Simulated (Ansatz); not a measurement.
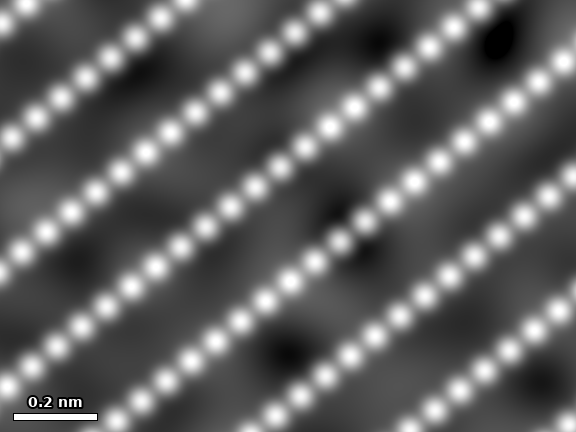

Dark-field STEM-like image of Ti (Im-3m, No. 229). Simulation: incoherent imaging, intensity Z^1.7 per atom, probe width 0.50 Å, thin sample. The probe carries 15 % of its weight in a tail 2.5 times as wide. The display is stretched by a gamma of 0.65; percentages refer to the linear signal. The speckle of an amorphous layer was added. Atomic positions: coordinates from a relaxation with DFT, revPBE, plane waves (420 eV) with PAW, scalar-relativistic (Ansatz 0.2.0); the starting structure was generated, so it need not be a known form of this composition.

Space group Im-3m (No. 229). a = 3.284 Å, b = 3.284 Å, c = 3.284 Å, α = 90.00°, β = 90.00°, γ = 90.00°
```tsv
atom	site	symmetry	x	y	z
Ti	2a	m-3m	0.0000	0.0000	0.0000
```

**Which beam direction gives this image, [221], [211], [210] or [001]? (Directions equivalent by symmetry count as one.)**

[221]. The projected cells are 0.77 × 2.32 Å, 90° for [221]; 0.95 × 2.32 Å, 90° for [211]; 1.47 × 1.80 Å, 114° for [210]; 2.32 × 2.32 Å, 90° for [001], and the image repeats as the [221] one does.
